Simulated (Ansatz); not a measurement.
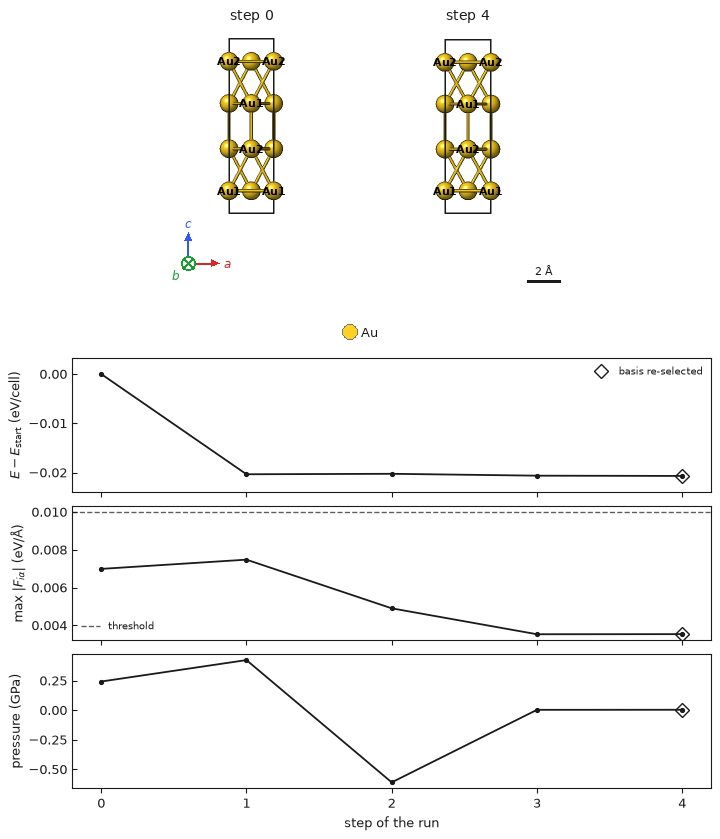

First and last geometry of a relaxation of solid Au (built on the black phosphorus_64 type), with the history of the run. A ball-and-stick model of the conventional cell (4 times the calculation's cell), seen along the b axis. Lengths and directions refer to the drawn axes.

Case: black phosphorus type (Cmce, No. 64).

These are results of Ansatz, DFT r2SCAN, scalar-relativistic, plane waves, PAW, not measurements. Set-up: plane-wave cutoff 500 eV; k-point mesh 24 × 24 × 24; occupations gaussian; smearing width 0.1 eV; no spin polarisation; cell and atoms relaxed; force threshold 0.01 eV/Å; at most 80 steps.

**Read the history and describe the run.**

It converged. The energy falls by 20.7 meV per cell of the calculation in 3 accepted moves (4 points after the start). Largest force component: 0.007 eV/Å at the start, 0.0035 eV/Å at the end. The pressure goes from 0.24 to 0.00 GPa. The SCF was repeated once at an unchanged geometry on a basis and grid sized afresh for the cell, which shifted the energy by 0.1 meV per cell of the calculation at most. The largest moves relative to the cell, 0.005 Å, are those of Au1 and Au2. Au1 goes along +c. The drawn cell changes as follows: a 2.736 → 2.816 Å (+2.9 %), b 5.025 → 4.893 Å (−2.6 %), c 10.723 → 10.662 Å (−0.6 %); the volume changes by −0.4 %. Near-neighbour distances that change, for instance: Au1–Au1 2.736 → 2.816 Å, Au1–Au1 (another image) 2.861 → 2.822 Å, Au1–Au2 2.779 → 2.773 Å. The space group stays Fmmm (No. 69).
